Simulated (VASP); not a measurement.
**Run report: BN, geometry relaxation (part 2 of 3)**

BN (4 atoms in the cell); Kohn-Sham DFT of a periodic cell, PBE with D3(BJ), VASP PAW PBE potentials, recommended, no spin polarisation (VASP 6.6.1); cutoff 520 eV, 6×6×2 k-mesh, Gaussian smearing of 0.02 eV. The structure derives from an entry of the Crystallography Open Database.

Geometry of the input (Å; fractional positions):
```
2.4982  0.0000  0.0000
-1.2491  2.1635  0.0000
0.0000  0.0000  6.6357
B  0.3333  0.6667  0.2500
B  0.6667  0.3333  0.7500
N  0.3333  0.6667  0.7500
N  0.6667  0.3333  0.2500
```

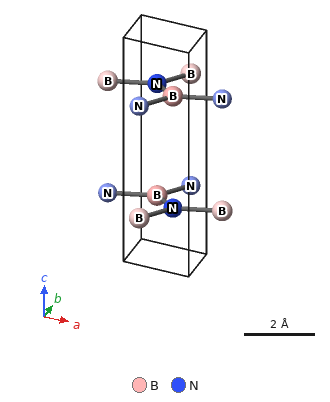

**Figure 1.** The starting structure (ball-and-stick view of the cell of the calculation, seen slightly off an axis; neighbours outside the cell are drawn fainter). An atom can appear more than once, as a periodic image.

Parts of OUTCAR, continued
```
  ion indices of the primitive-cell ions
   primitive index   ion index
                 1           1
                 2           2
                 3           3
                 4           4

----------------------------------------------------------------------------------------

 KPOINTS: k-points

Automatic generation of k-mesh.
 Grid dimensions read from file:
 generate k-points for:    6    6    2

 Generating k-lattice:

  Cartesian coordinates                     Fractional coordinates (reciprocal lattice)
     0.066713633  0.038517134  0.000000000     0.166666667 -0.000000000  0.000000000
     0.000000000  0.077034268  0.000000000     0.000000000  0.166666667  0.000000000
     0.000000000  0.000000000  0.075350001     0.000000000  0.000000000  0.500000000

  Length of vectors
     0.077034268  0.077034268  0.075350001

  Shift w.r.t. Gamma in fractional coordinates (k-lattice)
     0.000000000  0.000000000  0.000000000

 Subroutine IBZKPT returns following result:
 ===========================================

 Found     14 irreducible k-points:

 Following reciprocal coordinates:
            Coordinates               Weight
  0.000000  0.000000  0.000000      1.000000
  0.166667 -0.000000  0.000000      6.000000
  0.333333  0.000000  0.000000      6.000000
  0.500000 -0.000000  0.000000      3.000000
  0.166667  0.166667  0.000000      6.000000
  0.333333  0.166667  0.000000     12.000000
  0.333333  0.333333  0.000000      2.000000
  0.000000  0.000000  0.500000      1.000000
  0.166667 -0.000000  0.500000      6.000000
  0.333333  0.000000  0.500000      6.000000
  0.500000 -0.000000  0.500000      3.000000
  0.166667  0.166667  0.500000      6.000000
  0.333333  0.166667  0.500000     12.000000
  0.333333  0.333333  0.500000      2.000000
   k-points           NKPTS =     14   k-points in BZ     NKDIM =     14   number of bands    NBANDS=     12
   number of dos      NEDOS =    301   number of ions     NIONS =      4
   total plane-waves  NPLWV =  20000
   dimension x,y,z NGX =    20 NGY =   20 NGZ =   50
   dimension x,y,z NGXF=    40 NGYF=   40 NGZF=  100
   ions per type =               2   2
   NGX,Y,Z   is equivalent  to a cutoff of  13.31, 13.31, 12.53 a.u.
   NGXF,Y,Z  is equivalent  to a cutoff of  26.62, 26.62, 25.05 a.u.
 SYSTEM =  BN
   PREC   = accura    normal or accurate (medium, high low for compatibility)
   ISTART =      0    job   : 0-new  1-cont  2-samecut
   ICHARG =      2    charge: 1-file 2-atom 10-const
   ISPIN  =      1    spin polarized calculation?
   LNONCOLLINEAR =      F non collinear calculations
   LSORBIT =      F    spin-orbit coupling
   LASPH  =      T    aspherical Exc in radial PAW
   ENCUT  =  520.0 eV  38.22 Ry    6.18 a.u.   4.65  4.65 12.34*2*pi/ulx,y,z
   NELM   =    100;   NELMIN=  2; NELMDL= -5     # of ELM steps
   EDIFF  = 0.1E-06   stopping-criterion for ELM
   LREAL  =      F    real-space projection
   EDIFFG = -.2E-02   stopping-criterion for IOM
   NSW    =     80    number of steps for IOM
   IBRION =      2    ionic relax: 0-MD 1-quasi-New 2-CG
   NFREE  =      1    steps in history (QN), initial steepest desc. (CG)
   ISIF   =      3    stress and relaxation
   ISYM   =      2    0-nonsym 1-usesym 2-fastsym
   POTIM  = 0.5000    time-step for ionic-motion
   TEBEG  =    0.0;   TEEND  =   0.0 temperature during run
   PSTRESS=    0.0 pullay stress
   NELECT =      16.0000    total number of electrons
   NUPDOWN=      -1.0000    fix difference up-down
   EMIN   =  10.00;   EMAX   =-10.00  energy-range for DOS
   EFERMI =   0.00;   METHOD = LEGACY
   ISMEAR =     0;   SIGMA  =   0.02  broadening in eV -4-tet -1-fermi 0-gaus
   EFERMI_NEDOS =   21; number of points for ismear=-14 and -15
   IALGO  =     38    algorithm
   IMIX   =      4    mixing-type and parameters
     AMIX     =   0.40;   BMIX     =  1.00
     AMIX_MAG =   1.60;   BMIX_MAG =  1.00
  volume/ion in A,a.u.               =       8.97        60.51
  Fermi-wavevector in a.u.,A,eV,Ry     =   1.250891  2.363842 21.289433  1.564729
  Thomas-Fermi vector in A             =   2.384864
   LORBIT       =      0    0 simple, 1 ext, 2 COOP (PROOUT), +10 PAW based schemes
   GGA     = PE    functional components
   LHFCALC =     F    Hartree Fock is set to
   AEXX    =    0.0000 exact exchange contribution
   IVDW    =    12    specifies the selected vdW correction
   LEPSILON=     F    determine dielectric tensor
   LRPA    =     F    only Hartree local field effects (RPA)
 conjugate gradient relaxation of ions
 non-spin polarized calculation
 Gauss-broadening in eV      SIGMA  =   0.02
  energy-cutoff  :      520.00
  volume of cell :       35.87
 maximum number of plane-waves:       985
 NGX is ok and might be reduce to    20
   NGX =  9   NGY =  9   NGZ = 25

--------------------------------------- Ionic step        1  -------------------------------------------

 number of electron      15.9999997 magnetization

 Free energy of the ion-electron system (eV)
  ---------------------------------------------------
  ext. energy  EPLUGINS =         0.00000000
  ---------------------------------------------------
  free energy    TOTEN  =       -35.14552857 eV

  energy without entropy =      -35.14552857  energy(sigma->0) =      -35.14552857

------------------------ aborting loop because EDIFF is reached ----------------------------------------

 Edisp (eV)   -0.56768

 E8    (eV) :    -0.1663

  FORCE on cell =-STRESS in cart. coord.  units (eV):
  Direction    XX          YY          ZZ          XY          YZ          ZX
  --------------------------------------------------------------------------------------
  -------------------------------------------------------------------------------------
  Total       0.83350     0.83350    -0.04437    -0.00000     0.00000     0.00000
  in kB      37.23317    37.23317    -1.98210    -0.00000     0.00000     0.00000
  external pressure =       24.16 kB  Pullay stress =        0.00 kB

 VOLUME and BASIS-vectors are now :
 -----------------------------------------------------------------------------
  energy-cutoff  :      520.00
  volume of cell :       35.87
      direct lattice vectors                 reciprocal lattice vectors
     2.498240000  0.000000000  0.000000000     0.400281798  0.231102805  0.000000000
    -1.249120000  2.163539300  0.000000000     0.000000000  0.462205609  0.000000000
     0.000000000  0.000000000  6.635700000     0.000000000  0.000000000  0.150700002

 POSITION                                       TOTAL-FORCE (eV/Angst)
 -----------------------------------------------------------------------------------
     -0.00000      1.44236      1.65892        -0.000000      0.000000      0.000000
      1.24912      0.72118      4.97677         0.000000     -0.000000      0.000000
     -0.00000      1.44236      4.97677         0.000000     -0.000000      0.000000
      1.24912      0.72118      1.65892        -0.000000      0.000000      0.000000
 -----------------------------------------------------------------------------------
    total drift:                               -0.000002      0.000001      0.000000

  FREE ENERGIE OF THE ION-ELECTRON SYSTEM (eV)
  ---------------------------------------------------
  free  energy   TOTEN  =       -35.7132078284 eV

  energy  without entropy=      -35.7132078284  energy(sigma->0) =      -35.71320783

--------------------------------------- Ionic step        2  -------------------------------------------

 number of electron      15.9999999 magnetization

------------------------ aborting loop because EDIFF is reached ----------------------------------------

 Edisp (eV)   -0.55676

 E8    (eV) :    -0.1631

  FORCE on cell =-STRESS in cart. coord.  units (eV):
  Direction    XX          YY          ZZ          XY          YZ          ZX
  --------------------------------------------------------------------------------------
  -------------------------------------------------------------------------------------
  Total      -1.57011    -1.57011    -0.03475     0.00000     0.00000     0.00000
  in kB     -68.78582   -68.78582    -1.52252     0.00000     0.00000     0.00000
  external pressure =      -46.36 kB  Pullay stress =        0.00 kB

 VOLUME and BASIS-vectors are now :
 -----------------------------------------------------------------------------
  energy-cutoff  :      520.00
  volume of cell :       36.57
      direct lattice vectors                 reciprocal lattice vectors
     2.523353688  0.000000000  0.000000000     0.396297992  0.228802753  0.000000000
    -1.261676844  2.185288391 -0.000000000     0.000000000  0.457605506  0.000000000
    -0.000000000  0.000000000  6.632148936    -0.000000000  0.000000000  0.150780691

 POSITION                                       TOTAL-FORCE (eV/Angst)
 -----------------------------------------------------------------------------------
     -0.00000      1.45686      1.65804         0.000000     -0.000000      0.000000
      1.26168      0.72843      4.97411        -0.000000     -0.000000      0.000000
     -0.00000      1.45686      4.97411        -0.000000     -0.000000      0.000000
      1.26168      0.72843      1.65804         0.000000      0.000000      0.000000
 -----------------------------------------------------------------------------------
    total drift:                               -0.000002      0.000001      0.000000

  FREE ENERGIE OF THE ION-ELECTRON SYSTEM (eV)
  ---------------------------------------------------
  free  energy   TOTEN  =       -35.7056342613 eV

  energy  without entropy=      -35.7056342613  energy(sigma->0) =      -35.70563426

--------------------------------------- Ionic step        3  -------------------------------------------

 number of electron      15.9999998 magnetization

------------------------ aborting loop because EDIFF is reached ----------------------------------------

 Edisp (eV)   -0.56391

 E8    (eV) :    -0.1652

  FORCE on cell =-STRESS in cart. coord.  units (eV):
  Direction    XX          YY          ZZ          XY          YZ          ZX
  --------------------------------------------------------------------------------------
  -------------------------------------------------------------------------------------
  Total      -0.00383    -0.00383    -0.03871     0.00000    -0.00000     0.00000
  in kB      -0.16988    -0.16988    -1.71758     0.00000    -0.00000     0.00000
  external pressure =       -0.69 kB  Pullay stress =        0.00 kB

 VOLUME and BASIS-vectors are now :
 -----------------------------------------------------------------------------
  energy-cutoff  :      520.00
  volume of cell :       36.11
      direct lattice vectors                 reciprocal lattice vectors
     2.506826838  0.000000000  0.000000000     0.398910681  0.230311189  0.000000000
    -1.253413419  2.170975720 -0.000000000     0.000000000  0.460622379  0.000000000
    -0.000000000  0.000000000  6.634485825    -0.000000000  0.000000000  0.150727581

 POSITION                                       TOTAL-FORCE (eV/Angst)
 -----------------------------------------------------------------------------------
     -0.00000      1.44732      1.65862         0.000000     -0.000000      0.000000
      1.25341      0.72366      4.97586        -0.000000      0.000000      0.000000
     -0.00000      1.44732      4.97586         0.000000     -0.000000      0.000000
      1.25341      0.72366      1.65862        -0.000000      0.000000      0.000000
 -----------------------------------------------------------------------------------
    total drift:                               -0.000002      0.000001      0.000000

  FREE ENERGIE OF THE ION-ELECTRON SYSTEM (eV)
  ---------------------------------------------------
  free  energy   TOTEN  =       -35.7160422655 eV

  energy  without entropy=      -35.7160422655  energy(sigma->0) =      -35.71604227

[... ionic steps 4 to 8 ...]

--------------------------------------- Ionic step        9  -------------------------------------------

 number of electron      15.9999997 magnetization

------------------------ aborting loop because EDIFF is reached ----------------------------------------

 Edisp (eV)   -0.56796

 E8    (eV) :    -0.1665

  FORCE on cell =-STRESS in cart. coord.  units (eV):
  Direction    XX          YY          ZZ          XY          YZ          ZX
  --------------------------------------------------------------------------------------
  -------------------------------------------------------------------------------------
  Total       0.00810     0.00810    -0.00007     0.00000     0.00000     0.00000
  in kB       0.36163     0.36163    -0.00294     0.00000     0.00000     0.00000
  external pressure =        0.24 kB  Pullay stress =        0.00 kB

 VOLUME and BASIS-vectors are now :
```
